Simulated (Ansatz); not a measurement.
The Ansatz input:

```yaml
crystal:
  lattice:
    - [3.6913825498, 0.0, 0.0]
    - [-1.8456912749, 3.1968310632, 0.0]
    - [0.0, 0.0, 6.04107701]
  atoms:
    - { symbol: Zr, position: [0.0, 0.0, 0.0] }
    - { symbol: S, position: [0.3333333333, 0.6666666667, 0.23790997] }
    - { symbol: S, position: [0.6666666667, 0.3333333333, 0.76209003] }
kpoints:
  mp_grid: { grid: [6, 6, 4] }
  band_path:
    path:
      - [0.0, 0.0, 0.0]
      - [0.5, 0.0, 0.0]
      - [0.3333333333, 0.3333333333, 0.0]
      - [0.0, 0.0, 0.0]
      - [0.0, 0.0, 0.5]
      - [0.5, 0.0, 0.5]
      - [0.3333333333, 0.3333333333, 0.5]
      - [0.0, 0.0, 0.5]
    npoints: 12
scf:
  occupations: { method: fermi_dirac, width: 0.05 }
hamiltonian:
  xc: pbesol
  pseudopotentials: { kind: all_electron, lapw: { basis_error: 0.002 } }
output:
  forces: true
  stress: true
  eigenvalues: true
```

System: CdI2-type ZrS₂, space group P-3m1 (No. 164), 3 atoms in the cell.

Computed with Ansatz: PBEsol, all-electron LAPW, no spin polarisation, no spin-orbit coupling, 6×6×4 k mesh, Fermi-Dirac smearing of 0.05 eV.

What does the calculation give for the electronic structure? The path is Γ–M–K–Γ–A–L–H–A.

The bands leave a gap. The gap along this path is 0.95 eV and indirect, from the valence-band top between Γ and M to the conduction-band bottom at L; the smallest direct gap is 1.58 eV, at Γ. At Γ the top valence band lies only 0.05 eV lower. The top valence band spans 1.8 eV and the lowest conduction band 1.3 eV. The direct gaps are 1.58 eV at Γ, 3.56 eV at K and 2.30 eV at M.

LDA, GGA and most meta-GGA functionals understate gaps. The cell is a database's computed one.

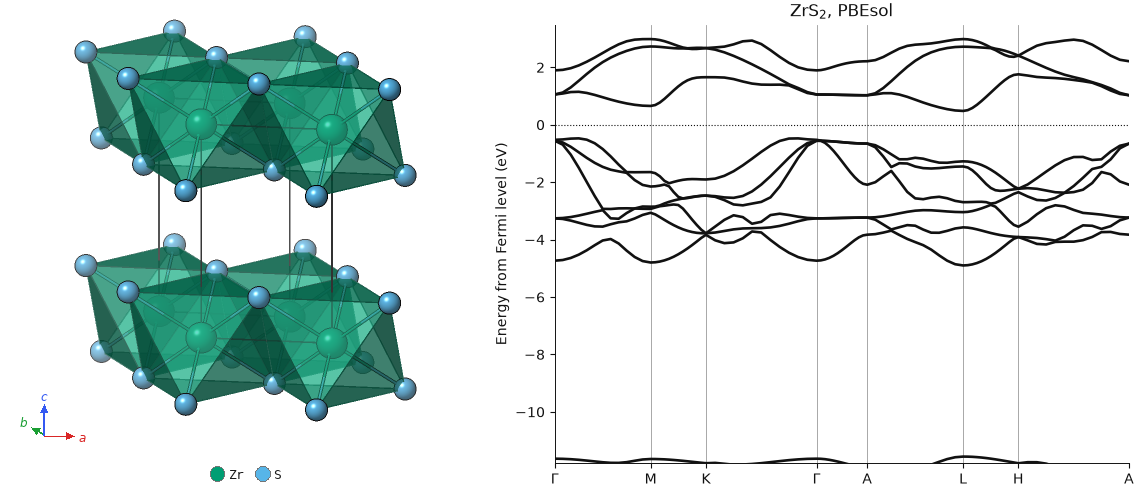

Band structure, beside the structure. Energies are counted from the Fermi level. The path runs straight from each named point to the next.
